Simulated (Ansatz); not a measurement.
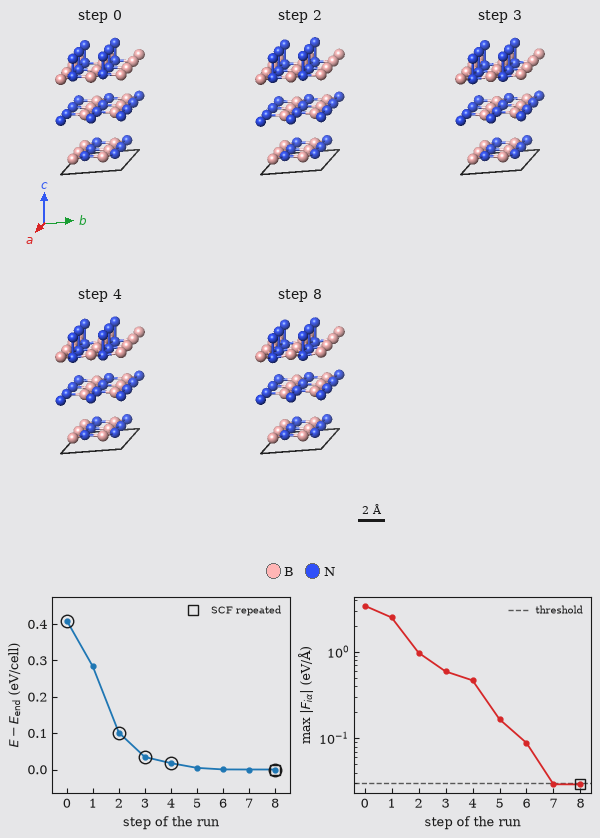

Frames of a constrained relaxation of a slab of composition B3N4 (cut from the R3m phase), marked on the history of the run. A ball-and-stick model of the 3 × 2 repeat of the cell, outlined in the plane, without the vacuum, seen from a free direction.

Case: N put at a top N site. The slab is the (0 0 1) face of BN with N on it. 2 atoms are held fixed.

Computed with DFT PBE+D3(BJ), scalar-relativistic, plane waves, PAW (Ansatz). Settings: plane-wave cutoff 420 eV; k-point mesh 12 × 12 × 1; occupations gaussian; smearing width 0.05 eV; collinear spin; dipole correction; atoms relaxed in a fixed cell; force threshold 0.03 eV/Å; at most 70 steps.

Question: Describe the path.

Answer: The largest move is that of an N atom, 0.21 Å along the normal (−c). Largest moves by element: N 0.21 Å, B 0.14 Å. The lattice vectors keep their values. Some distances before and after: N–N 1.420 → 1.592 Å, B–N 1.447 → 1.489 Å. Bond angles that change, for instance: B–N–N 90.1° → 76.3°, N–B–N 120.0° → 114.6°, B–N–B 120.0° → 114.6°. The energy falls by 0.410 eV per cell of the calculation in 7 accepted moves (8 points after the start). Largest force component: 3.4 eV/Å at the start, 0.029 eV/Å at the end. 1 step only repeated the SCF at the same geometry. The program noted that the starting moments weren't kept. Cost: 3.4 min on 1 thread of Arm Neoverse V1, with other jobs on the host, peak memory 0.43 GiB. From step 0 to 2: an N atom moves most (0.12 Å), energy −0.308 eV per cell of the calculation. From step 2 to 3: an N atom moves most (0.10 Å), energy −67.1 meV per cell of the calculation. From step 3 to 4: an N atom moves most (0.07 Å), energy −16.8 meV per cell of the calculation. From step 4 to 8: B and N atoms move most (0.08 Å), energy −17.5 meV per cell of the calculation.

```
step  E − E(0), meV/atom  largest force component, eV/Å                         note
   0                0.00                         3.4395                             
   1              -18.02                         2.5117                             
   2              -44.05                         0.9794                             
   3              -53.64                         0.5947                             
   4              -56.04                         0.4685                             
   5              -57.90                         0.1658                             
   6              -58.52                         0.0882                             
   7              -58.55                         0.0292                             
   8              -58.55                         0.0291  same geometry, SCF repeated
```

Limits of the set-up: the periodic images lie only 2.5 Å apart, so the values are limited by the cell's size.
